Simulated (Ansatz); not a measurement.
Single-point calculation of Ga$_{22}$Al$_{10}$As$_{32}$ (part 1 of 2)

The run: single-point calculation of Ga$_{22}$Al$_{10}$As$_{32}$ (P1, 64 atoms in the cell). Method and program: DFT, HSE06 with spin-orbit coupling, PAW, plane waves (Ansatz 0.2.0).

The structure was built on a prototype by a generator; it need not be a known phase.

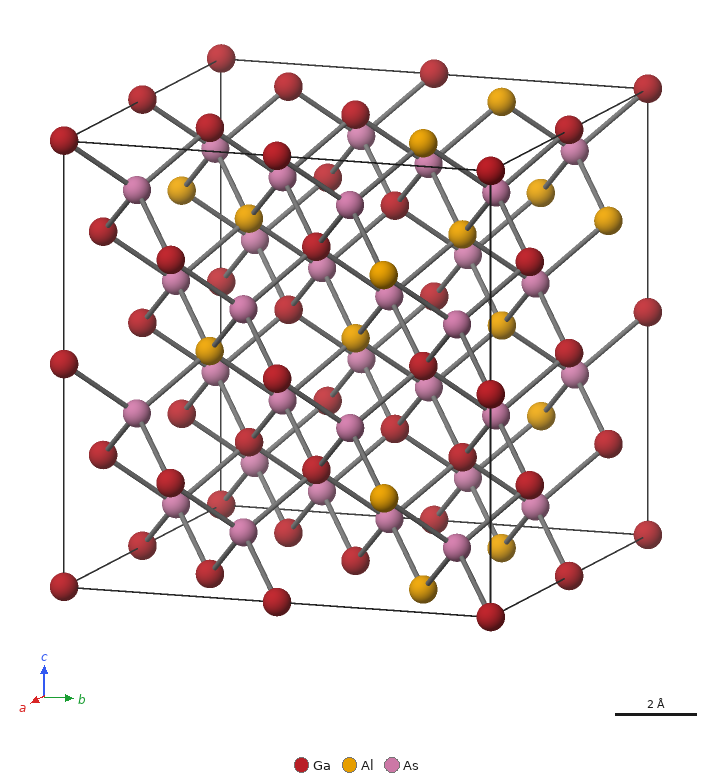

*The structure as given in the input (ball-and-stick view of the cell of the calculation, seen slightly off an axis).*

### The input
```yaml
crystal:
  lattice:
    - [11.328888, 0.000000, 0.000000]
    - [0.000000, 11.328888, 0.000000]
    - [0.000000, 0.000000, 11.328888]
  atoms:
    - { symbol: Ga, position: [0.999857, 0.000648, 0.000733] }
    - { symbol: Ga, position: [0.000010, 0.000665, 0.499972] }
    - { symbol: Ga, position: [0.000356, 0.499758, 0.000517] }
    - { symbol: Ga, position: [0.000219, 0.500031, 0.501045] }
    - { symbol: Ga, position: [0.500158, 0.000271, 0.000696] }
    - { symbol: Ga, position: [0.500414, 0.000218, 0.500235] }
    - { symbol: Ga, position: [0.500479, 0.499736, 0.000794] }
    - { symbol: Ga, position: [0.249850, 0.250229, 0.000457] }
    - { symbol: Ga, position: [0.249496, 0.250532, 0.500348] }
    - { symbol: Ga, position: [0.749949, 0.250479, 0.000387] }
    - { symbol: Ga, position: [0.749887, 0.750556, 0.500322] }
    - { symbol: Ga, position: [0.250563, 0.000579, 0.250502] }
    - { symbol: Ga, position: [0.250481, 0.500016, 0.250367] }
    - { symbol: Ga, position: [0.250162, 0.499907, 0.750878] }
    - { symbol: Ga, position: [0.750224, 0.000166, 0.250152] }
    - { symbol: Ga, position: [0.750310, 0.000199, 0.750717] }
    - { symbol: Ga, position: [0.750442, 0.500176, 0.250607] }
    - { symbol: Ga, position: [0.750361, 0.499944, 0.750727] }
    - { symbol: Ga, position: [0.000237, 0.250210, 0.250162] }
    - { symbol: Ga, position: [0.999757, 0.250568, 0.750207] }
    - { symbol: Ga, position: [0.499846, 0.249997, 0.249786] }
    - { symbol: Ga, position: [0.500032, 0.750505, 0.249999] }
    - { symbol: Al, position: [0.500237, 0.499884, 0.499678] }
    - { symbol: Al, position: [0.249377, 0.749706, 0.000058] }
    - { symbol: Al, position: [0.249619, 0.750472, 0.499125] }
    - { symbol: Al, position: [0.749654, 0.249663, 0.499812] }
    - { symbol: Al, position: [0.748850, 0.750017, 0.999393] }
    - { symbol: Al, position: [0.249221, 0.999864, 0.750391] }
    - { symbol: Al, position: [0.998964, 0.750437, 0.249746] }
    - { symbol: Al, position: [0.999430, 0.749481, 0.749926] }
    - { symbol: Al, position: [0.499040, 0.249349, 0.750492] }
    - { symbol: Al, position: [0.499479, 0.750081, 0.749144] }
    - { symbol: As, position: [0.125189, 0.125304, 0.125398] }
    - { symbol: As, position: [0.124687, 0.125596, 0.625212] }
    - { symbol: As, position: [0.125071, 0.624887, 0.125943] }
    - { symbol: As, position: [0.125874, 0.625201, 0.625442] }
    - { symbol: As, position: [0.625018, 0.125083, 0.125269] }
    - { symbol: As, position: [0.625243, 0.124984, 0.625757] }
    - { symbol: As, position: [0.625057, 0.625106, 0.125854] }
    - { symbol: As, position: [0.625468, 0.624873, 0.625146] }
    - { symbol: As, position: [0.374816, 0.374832, 0.125106] }
    - { symbol: As, position: [0.374928, 0.375362, 0.625405] }
    - { symbol: As, position: [0.374710, 0.874937, 0.124991] }
    - { symbol: As, position: [0.374446, 0.875404, 0.624527] }
    - { symbol: As, position: [0.875101, 0.375057, 0.125259] }
    - { symbol: As, position: [0.874626, 0.374877, 0.625083] }
    - { symbol: As, position: [0.873980, 0.875067, 0.124316] }
    - { symbol: As, position: [0.874947, 0.875549, 0.625061] }
    - { symbol: As, position: [0.375131, 0.125578, 0.375583] }
    - { symbol: As, position: [0.374269, 0.124679, 0.875796] }
    - { symbol: As, position: [0.375487, 0.625599, 0.375089] }
    - { symbol: As, position: [0.375613, 0.625070, 0.875758] }
    - { symbol: As, position: [0.875250, 0.125283, 0.374859] }
    - { symbol: As, position: [0.875022, 0.125484, 0.875399] }
    - { symbol: As, position: [0.875205, 0.625263, 0.375983] }
    - { symbol: As, position: [0.875036, 0.624785, 0.875673] }
    - { symbol: As, position: [0.124912, 0.375325, 0.375196] }
    - { symbol: As, position: [0.124863, 0.374846, 0.875229] }
    - { symbol: As, position: [0.124402, 0.875508, 0.374569] }
    - { symbol: As, position: [0.123964, 0.874922, 0.875359] }
    - { symbol: As, position: [0.625200, 0.374931, 0.374627] }
    - { symbol: As, position: [0.624662, 0.374692, 0.874914] }
    - { symbol: As, position: [0.624920, 0.875098, 0.374981] }
    - { symbol: As, position: [0.624096, 0.875131, 0.874549] }
kpoints:
  mp_grid: { grid: [1, 1, 1] }
hamiltonian:
  xc: hse06
magnetization:
  noncollinear: true
  spin_orbit: true
scf:
  occupations: { method: fermi_dirac, width: 0.01 }
output:
  forces: true
  eigenvalues: true
  populations: true
  eigenstates: { kpoints: [[0, 0, 0]], e_range: [-6.0, 6.0], localisation: true }
```

Launch command:
```bash
ansatz run in.yaml --threads 32 --pin off --max-ram 171000MiB --runs-dir r --events-out ev --progress --plain --backend cuda --devices 0,
```

### Output
```
Pseudopotentials: kind: paw_fr
Functional definition: HSE06
  parameter a = 0.25
  parameter omega = 0.11/bohr
  exchange = pbe_x - a*pbe_x_sr(omega) + a*exact_x_sr(omega)
  correlation = pbe_c
non-collinear run that drives no moment, with spin-orbit: no starting moment large enough to seed its density (crystal.atoms[].spin), no starting occupations that ask for one, no magnetisation constraint and no magnetic field, so the semilocal B_xc is pinned to zero
Crystal: 64 atoms, lattice volume = 1453.991 Å³
Basis set: ecut = 420 eV, 28425 PW (Γ), exchange–correlation on 160×160×160 points (8 copies of the dense FFT grid, shifted against one another)
Bands: 956, of which v1, the nominal top of the filled ones, is band 796 counted from 1 (795 counted from 0)
Symmetry: 1 space group operations + 1 with time reversal
Magnetic group: BNS 1.2 (UNI 2), of the structure as read, at distance tolerance 1.1e-4 Å
k-points: 1
Projection manifold: j_resolved (fully-relativistic pseudo-atomic orbitals)
Non-local potential: Ga, projectors of the file, l = 0: 2, l = 1: 4, l = 2: 6, l = 3: 2
Non-local potential: Al, projectors of the file, l = 0: 2, l = 1: 4, l = 2: 2
Non-local potential: As, projectors of the file, l = 0: 2, l = 1: 4, l = 2: 6, l = 3: 2
PAW form: soft (Blöchl's): semilocal exchange-correlation on the pseudo side does not see the compensation charge
PAW frozen core: Ga, regenerated for the run's functional, and the local potential with it (the file was generated under x = pbe(κ = 0.804, μ = 0.2195149727645171), c = pbe(β = 0.06672455060314922))
PAW frozen core: Al, regenerated for the run's functional, and the local potential with it (the file was generated under x = pbe(κ = 0.804, μ = 0.2195149727645171), c = pbe(β = 0.06672455060314922))
PAW frozen core: As, regenerated for the run's functional, and the local potential with it (the file was generated under x = pbe(κ = 0.804, μ = 0.2195149727645171), c = pbe(β = 0.06672455060314922))
PAW one-centre angular grid: Ga, 590 points (default); XC on 96 Gauss nodes
PAW one-centre angular grid: Al, 110 points (default); XC on 64 Gauss nodes
PAW one-centre angular grid: As, 590 points (default); XC on 187 of its mesh's 2695 points in the sphere
Initial density: superposition of atomic densities (chi_scale 0.1, normalization cell, long waves kept (reshape's long-wave potential 0.09 eV rms))
Initial wavefunctions: pseudopotential atomic-orbital guess
Functional: x = pbe(κ = 0.804, μ = 0.2195149727645171), c = pbe(β = 0.06672455060314922), warm-up for x = pbe(κ = 0.804, μ = 0.2195149727645171) + 0.25 (exact − pbe) at short range (hse, ω = 0.20786987370883472 Å⁻¹), c = pbe(β = 0.06672455060314922); HSE06 as pw.x's `hse` composes it (authors' and Libxc's form: `xc: wpbeh`)
SCF iter   1: F=—  HF=-244019.940219 eV  |F-HF|=—  |Δ(HF+E_count)|=         —  Δρ=3.75e-2  dr2=1.44e1  dr2_m=0.00e0 (ungated)  ethr=1.00e-1  |M|=0.00e0 ∫|m|=0.00e0 μB  |m|>n=0.0e0 m-floor=0.0e0 τ_xc=0.0e0  β_m=0.30  ⟨swp⟩=6.0  Hψ=3390  notcnv=0
preconditioner: auto → none  [insulator: Δε(μ)=0.771 eV  Ē_g=13.838 eV  σ=0.010 eV  W_gap=1.00  n_scr=364 (ndim 8)  ℏωp=21.2 eV  f_vac=0.000  D(μ)=0.00/eV (n_scr^D=0)]
SCF iter   2: F=—  HF=-244023.904794 eV  |F-HF|=—  |Δ(HF+E_count)|=    3.96e0  Δρ=2.82e-2  dr2=8.29e0  dr2_m=0.00e0 (ungated)  ethr=1.81e-3  |M|=0.00e0 ∫|m|=0.00e0 μB  |m|>n=0.0e0 m-floor=0.0e0 τ_xc=0.0e0  β_m=0.63  ⟨swp⟩=13.0  Hψ=3149  notcnv=0
SCF iter   3: F=—  HF=-244025.268732 eV  |F-HF|=—  |Δ(HF+E_count)|=    1.36e0  Δρ=9.07e-3  dr2=1.39e1  dr2_m=0.00e0 (ungated)  ethr=1.04e-3  |M|=0.00e0 ∫|m|=0.00e0 μB  |m|>n=0.0e0 m-floor=0.0e0 τ_xc=0.0e0  β_m=0.50  ⟨swp⟩=6.0  Hψ=2687  notcnv=0  defer=116
SCF iter   4: F=—  HF=-244023.305092 eV  |F-HF|=—  |Δ(HF+E_count)|=    1.96e0  Δρ=5.28e-3  dr2=2.64e0  dr2_m=0.00e0 (ungated)  ethr=1.04e-3  |M|=0.00e0 ∫|m|=0.00e0 μB  |m|>n=0.0e0 m-floor=0.0e0 τ_xc=0.0e0  β_m=0.38  ⟨swp⟩=8.0  Hψ=2888  notcnv=0  defer=102
iter 5 solved again at ethr=1.91e-5 eV; its pass at ethr=3.31e-4 eV (dr2=1.52e-1 eV) is discarded
SCF iter   5: F=—  HF=-244022.839290 eV  |F-HF|=—  |Δ(HF+E_count)|=   4.66e-1  Δρ=2.44e-3  dr2=1.38e-1  dr2_m=0.00e0 (ungated)  ethr=1.91e-5  |M|=0.00e0 ∫|m|=0.00e0 μB  |m|>n=0.0e0 m-floor=0.0e0 τ_xc=0.0e0  β_m=0.44  ⟨swp⟩=8.0  Hψ=5038  notcnv=0  defer=56
eigensolver tolerance schedule: the retry pair's looser diagonalisation over-reported the residual by 0.11 of it (diagonalisation noise at 0.11 of the residual, at the tolerance the schedule requests for it); recorded, not acted on — ethr = c·dr2/N_el stays at c = 1.0e-1
SCF iter   6: F=—  HF=-244022.804697 eV  |F-HF|=—  |Δ(HF+E_count)|=   3.46e-2  Δρ=1.24e-3  dr2=3.13e-2  dr2_m=0.00e0 (ungated)  ethr=1.73e-5  |M|=0.00e0 ∫|m|=0.00e0 μB  |m|>n=0.0e0 m-floor=0.0e0 τ_xc=0.0e0  β_m=0.50  ⟨swp⟩=17.0  Hψ=2546  notcnv=0  defer=33
SCF iter   7: F=—  HF=-244022.800796 eV  |F-HF|=—  |Δ(HF+E_count)|=   3.90e-3  Δρ=3.95e-4  dr2=1.00e-2  dr2_m=0.00e0 (ungated)  ethr=3.93e-6  |M|=0.00e0 ∫|m|=0.00e0 μB  |m|>n=0.0e0 m-floor=0.0e0 τ_xc=0.0e0  β_m=0.43  ⟨swp⟩=11.0  Hψ=3072  notcnv=0  defer=48
SCF iter   8: F=—  HF=-244022.800346 eV  |F-HF|=—  |Δ(HF+E_count)|=   4.50e-4  Δρ=2.29e-4  dr2=2.32e-3  dr2_m=0.00e0 (ungated)  ethr=1.26e-6  |M|=0.00e0 ∫|m|=0.00e0 μB  |m|>n=0.0e0 m-floor=0.0e0 τ_xc=0.0e0  β_m=0.38  ⟨swp⟩=11.0  Hψ=2977  notcnv=0  defer=64
SCF iter   9: F=—  HF=-244022.800366 eV  |F-HF|=—  |Δ(HF+E_count)|=   2.05e-5  Δρ=1.24e-4  dr2=1.82e-4  dr2_m=0.00e0 (ungated)  ethr=2.91e-7  |M|=0.00e0 ∫|m|=0.00e0 μB  |m|>n=0.0e0 m-floor=0.0e0 τ_xc=0.0e0  β_m=0.43  ⟨swp⟩=7.0  Hψ=2420  notcnv=0  defer=33
SCF iter  10: F=-244022.800498 eV  HF=-244022.800488 eV  |F-HF|=9.92e-6  |Δ(HF+E_count)|=   1.22e-4  Δρ=5.38e-5  dr2=4.21e-5  dr2_m=0.00e0 (ungated)  ethr=2.28e-8  |M|=0.00e0 ∫|m|=0.00e0 μB  |m|>n=0.0e0 m-floor=0.0e0 τ_xc=0.0e0  ⟨swp⟩=7.0  Hψ=2872  notcnv=0  defer=31
SCF 1 stopped early in 10 iterations: F = -244022.800498 eV  dr2 = 4.21e-5
  greatest PAW one-centre occupation: 0.999 electrons in one spin orbital (limit 2), on the As atom at site 57 (counted from 0), in its partial waves of l = 2
Projection manifold: j_resolved (fully-relativistic pseudo-atomic orbitals)
Initial density: handed on by an earlier stage of this run
Initial wavefunctions: those handed on with the density
Functional: x = pbe(κ = 0.804, μ = 0.2195149727645171) + 0.25 (exact − pbe) at short range (hse, ω = 0.20786987370883472 Å⁻¹), c = pbe(β = 0.06672455060314922); HSE06 as pw.x's `hse` composes it (authors' and Libxc's form: `xc: wpbeh`)
Exchange kernel: α = 0.2500, screened, ω = 0.2079 Å⁻¹, Wigner–Seitz truncation, v(0) = 959.4897 eV·Å³, q-mesh 1×1×1, nearest image of the exchange supercell L = 11.33 Å, pair-density grid 50×50×50, without the augmentation charges, whose exchange is taken in its separable form (sized by the pseudopotential files, 75×75×75 at the most)
Frozen-core exchange: fock
SCF iter   1: F=—  HF=-244036.732520 eV  |F-HF|=—  |Δ(HF+E_count)|=         —  Δρ=1.08e-2  dr2=6.73e-1  dr2_m=0.00e0 (ungated)  ethr=5.29e-8  |M|=0.00e0 ∫|m|=0.00e0 μB  |m|>n=0.0e0 m-floor=0.0e0 τ_xc=0.0e0  β_m=0.30  ⟨swp⟩=18.0  Hψ=5955  notcnv=0
preconditioner: auto → none  [insulator: Δε(μ)=1.603 eV  Ē_g=15.859 eV  σ=0.010 eV  W_gap=1.00  n_scr=364 (ndim 8)  ℏωp=21.2 eV  f_vac=0.058  D(μ)=0.00/eV (n_scr^D=0)]
SCF iter   2: F=—  HF=-244036.287652 eV  |F-HF|=—  |Δ(HF+E_count)|=   4.45e-1  Δρ=5.30e-3  dr2=2.19e-1  dr2_m=0.00e0 (ungated)  ethr=5.29e-8  |M|=0.00e0 ∫|m|=0.00e0 μB  |m|>n=0.0e0 m-floor=0.0e0 τ_xc=0.0e0  β_m=0.40  ⟨swp⟩=5.0  Hψ=4330  notcnv=0
SCF iter   3: F=—  HF=-244036.225406 eV  |F-HF|=—  |Δ(HF+E_count)|=   6.22e-2  Δρ=1.71e-3  dr2=4.68e-2  dr2_m=0.00e0 (ungated)  ethr=5.29e-8  |M|=0.00e0 ∫|m|=0.00e0 μB  |m|>n=0.0e0 m-floor=0.0e0 τ_xc=0.0e0  β_m=0.46  ⟨swp⟩=5.0  Hψ=3988  notcnv=0
SCF iter   4: F=—  HF=-244036.487075 eV  |F-HF|=—  |Δ(HF+E_count)|=   2.62e-1  Δρ=1.45e-3  dr2=1.48e-2  dr2_m=0.00e0 (ungated)  ethr=5.29e-8  |M|=0.00e0 ∫|m|=0.00e0 μB  |m|>n=0.0e0 m-floor=0.0e0 τ_xc=0.0e0  β_m=0.46  ⟨swp⟩=6.0  Hψ=4444  notcnv=0
SCF iter   5: F=—  HF=-244036.483677 eV  |F-HF|=—  |Δ(HF+E_count)|=   3.40e-3  Δρ=2.18e-4  dr2=2.01e-3  dr2_m=0.00e0 (ungated)  ethr=5.29e-8  |M|=0.00e0 ∫|m|=0.00e0 μB  |m|>n=0.0e0 m-floor=0.0e0 τ_xc=0.0e0  β_m=0.46  ⟨swp⟩=4.0  Hψ=3762  notcnv=0
SCF iter   6: F=—  HF=-244036.483801 eV  |F-HF|=—  |Δ(HF+E_count)|=   1.24e-4  Δρ=1.29e-4  dr2=1.67e-3  dr2_m=0.00e0 (ungated)  ethr=5.29e-8  |M|=0.00e0 ∫|m|=0.00e0 μB  |m|>n=0.0e0 m-floor=0.0e0 τ_xc=0.0e0  β_m=0.40  ⟨swp⟩=8.0  Hψ=2530  notcnv=0
SCF iter   7: F=—  HF=-244036.483660 eV  |F-HF|=—  |Δ(HF+E_count)|=   1.41e-4  Δρ=3.95e-5  dr2=6.16e-4  dr2_m=0.00e0 (ungated)  ethr=5.29e-8  |M|=0.00e0 ∫|m|=0.00e0 μB  |m|>n=0.0e0 m-floor=0.0e0 τ_xc=0.0e0  β_m=0.44  ⟨swp⟩=4.0  Hψ=2191  notcnv=0
SCF iter   8: F=—  HF=-244036.488298 eV  |F-HF|=—  |Δ(HF+E_count)|=   4.64e-3  Δρ=1.48e-4  dr2=4.03e-4  dr2_m=0.00e0 (ungated)  ethr=3.58e-9  |M|=0.00e0 ∫|m|=0.00e0 μB  |m|>n=0.0e0 m-floor=0.0e0 τ_xc=0.0e0  β_m=0.44  ⟨swp⟩=6.0  Hψ=4018  notcnv=0
SCF iter   9: F=-244036.488175 eV  HF=-244036.488184 eV  |F-HF|=8.47e-6  |Δ(HF+E_count)|=   1.14e-4  Δρ=2.79e-5  dr2=2.44e-5  dr2_m=0.00e0 (ungated)  ethr=3.58e-9  |M|=0.00e0 ∫|m|=0.00e0 μB  |m|>n=0.0e0 m-floor=0.0e0 τ_xc=0.0e0  ⟨swp⟩=4.0  Hψ=2922  notcnv=0
SCF 2 stopped early in 9 iterations: F = -244036.488175 eV  dr2 = 2.44e-5
  Residual-converged pass: ⟨swp⟩=3.0  Hψ=1883  notcnv=0  max |occ|·‖R‖ = 6.5e-6 eV (tolerance 6.7e-6 eV)  dr2=2.45e-5  dr2_m=0.00e0 (ungated)  dr2_onsite=3.13e-6  max |Δocc| = 0.0e0
hybrid outer 1: dexx = +2.891e-1 eV, tail = 1.38e-3 eV
Projection manifold: j_resolved (fully-relativistic pseudo-atomic orbitals)
SCF iter   1: F=—  HF=-244036.490820 eV  |F-HF|=—  |Δ(HF+E_count)|=         —  Δρ=4.93e-5  dr2=3.40e-5  dr2_m=0.00e0 (ungated)  ethr=8.65e-7  |M|=0.00e0 ∫|m|=0.00e0 μB  |m|>n=0.0e0 m-floor=0.0e0 τ_xc=0.0e0  β_m=0.30  ⟨swp⟩=11.0  Hψ=2469  notcnv=0
preconditioner: auto → none  [insulator: Δε(μ)=1.680 eV  Ē_g=15.714 eV  σ=0.010 eV  W_gap=1.00  n_scr=364 (ndim 8)  ℏωp=21.2 eV  f_vac=0.058  D(μ)=0.00/eV (n_scr^D=0)]
SCF iter   2: F=—  HF=-244036.490864 eV  |F-HF|=—  |Δ(HF+E_count)|=   4.34e-5  Δρ=3.61e-5  dr2=1.73e-5  dr2_m=0.00e0 (ungated)  ethr=3.78e-9  |M|=0.00e0 ∫|m|=0.00e0 μB  |m|>n=0.0e0 m-floor=0.0e0 τ_xc=0.0e0  β_m=0.30  ⟨swp⟩=6.0  Hψ=3572  notcnv=0
SCF iter   3: F=—  HF=-244036.490859 eV  |F-HF|=—  |Δ(HF+E_count)|=   4.65e-6  Δρ=1.87e-5  dr2=3.97e-6  dr2_m=0.00e0 (ungated)  ethr=2.03e-9  |M|=0.00e0 ∫|m|=0.00e0 μB  |m|>n=0.0e0 m-floor=0.0e0 τ_xc=0.0e0  β_m=0.41  ⟨swp⟩=3.0  Hψ=1940  notcnv=0
SCF iter   4: F=—  HF=-244036.490858 eV  |F-HF|=—  |Δ(HF+E_count)|=   7.77e-7  Δρ=5.56e-6  dr2=3.76e-7  dr2_m=0.00e0 (ungated)  ethr=3.60e-10  |M|=0.00e0 ∫|m|=0.00e0 μB  |m|>n=0.0e0 m-floor=0.0e0 τ_xc=0.0e0  β_m=0.54  ⟨swp⟩=3.0  Hψ=2082  notcnv=0
SCF iter   5: F=—  HF=-244036.490860 eV  |F-HF|=—  |Δ(HF+E_count)|=   1.86e-6  Δρ=2.28e-6  dr2=1.98e-7  dr2_m=0.00e0 (ungated)  ethr=3.04e-11  |M|=0.00e0 ∫|m|=0.00e0 μB  |m|>n=0.0e0 m-floor=0.0e0 τ_xc=0.0e0  β_m=0.54  ⟨swp⟩=7.0  Hψ=3609  notcnv=0  defer=44
SCF iter   6: F=-244036.490860 eV  HF=-244036.490860 eV  |F-HF|=4.89e-8  |Δ(HF+E_count)|=   6.10e-8  Δρ=7.64e-7  dr2=5.42e-8  dr2_m=0.00e0 (ungated)  ethr=2.45e-11  |M|=0.00e0 ∫|m|=0.00e0 μB  |m|>n=0.0e0 m-floor=0.0e0 τ_xc=0.0e0  ⟨swp⟩=6.0  Hψ=2254  notcnv=0
SCF 3 converged in 6 iterations: F = -244036.490860 eV  dr2 = 5.42e-8
  Residual-converged pass: ⟨swp⟩=3.0  Hψ=1959  notcnv=0  max |occ|·‖R‖ = 2.3e-6 eV (tolerance 2.5e-6 eV)  dr2=5.69e-8  dr2_m=0.00e0 (ungated)  dr2_onsite=2.06e-9  max |Δocc| = 0.0e0
```

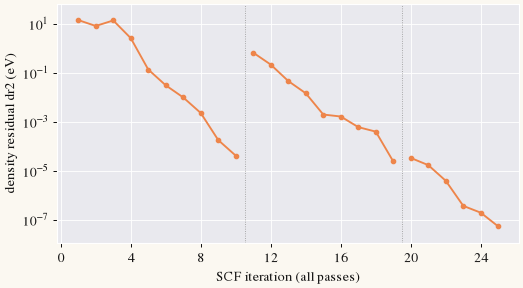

*Convergence of the self-consistent field: density residual dr2 against the SCF iteration. The run starts with a semilocal functional; after that each stretch between dotted lines is one SCF of the hybrid functional between two exact rebuilds of the exchange operator by the outer loop. Early passes are stopped at a loose threshold.*

The passes take 10, 9 and 6 iterations.
